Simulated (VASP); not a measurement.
Consider GaSb.

```
CELL_PARAMETERS angstrom
3.53309 0.00000 0.00000
0.00000 3.53309 0.00000
0.00000 0.00000 3.53309
ATOMIC_POSITIONS crystal
Ga 0.00000 0.00000 0.00000
Sb 0.50000 0.50000 0.50000
```

Space group Pm-3m; a generated structure, not necessarily the stable one.

Level of theory: Kohn-Sham DFT of a periodic cell, PBEsol, VASP PAW PBE potentials, recommended in VASP.

**What will maps of the valence pseudo-density and electron localisation function show?**

Ga–Sb (3.06 Å): ρ at the midpoint is about 0.2 e/Å³; the ELF is about 0.45 at the midpoint.

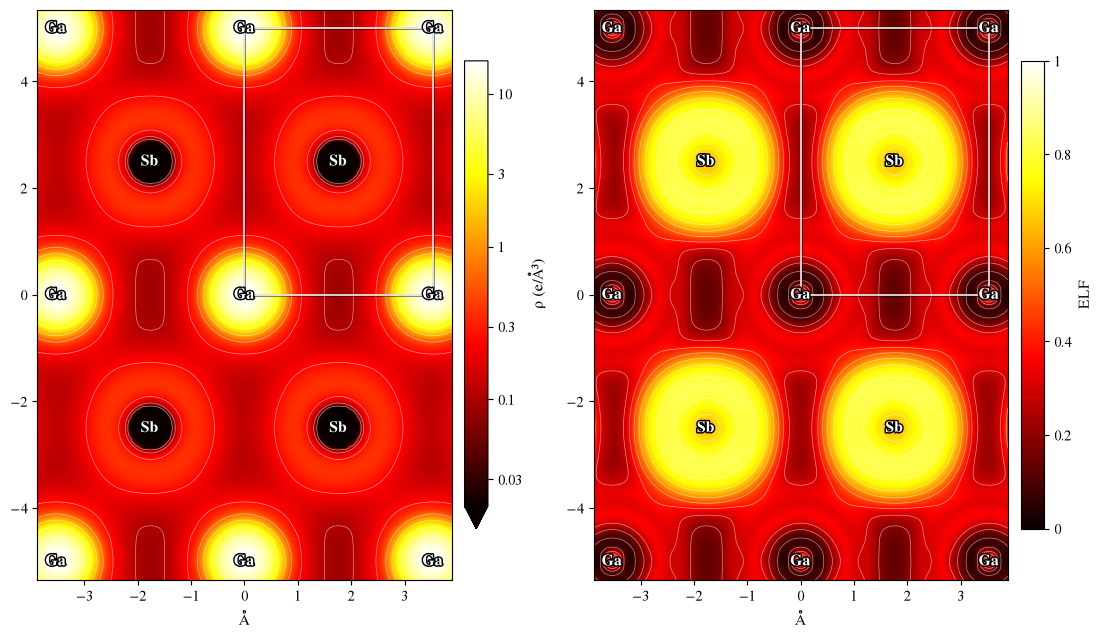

Computed valence pseudo-density and electron localisation function on the (110) plane of the conventional cell, in this order. 
